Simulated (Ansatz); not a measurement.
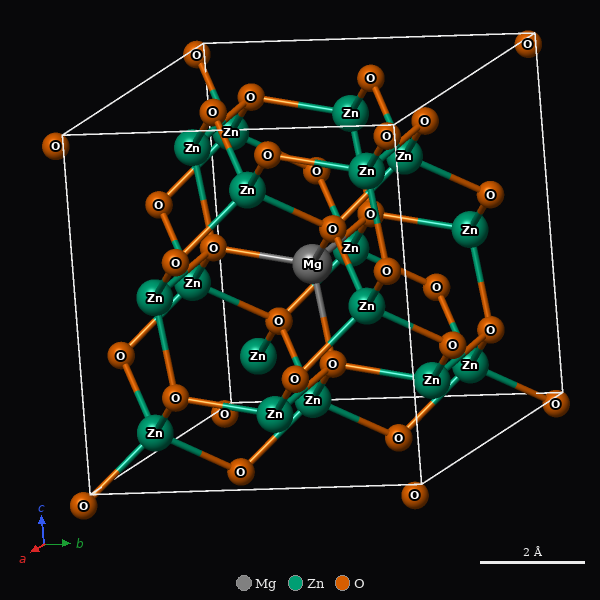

Ball-and-stick drawing of the structure, looking slightly off an axis. Thin lines show the supercell, with boundary atoms drawn in all their periodic places. The host is ZnO, in a cell of 36 sites, and the cell is neutral.

**Where does the cell differ from the host, and how?**

Magnesium on a zinc site (a substitutional impurity). It is bonded to four O in a tetrahedral arrangement at about 2.0 Å.

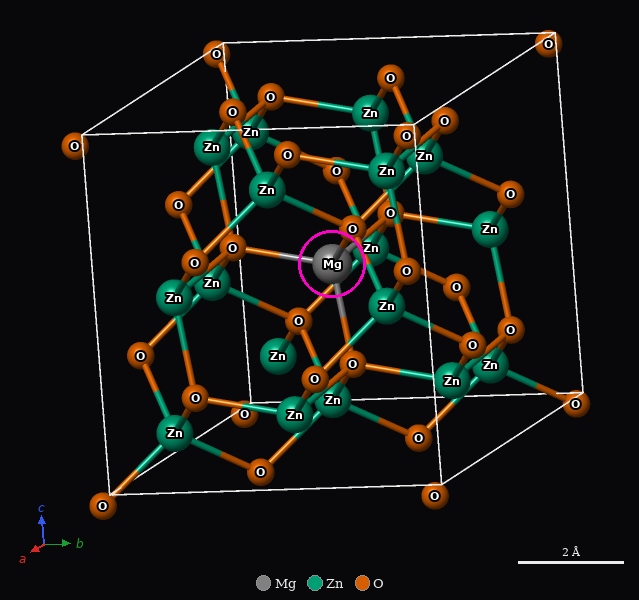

The same cell with a ring at the defect's site.

The atoms were relaxed in the host's cell with Ansatz, DFT PBEsol, scalar-relativistic, plane waves, PAW.
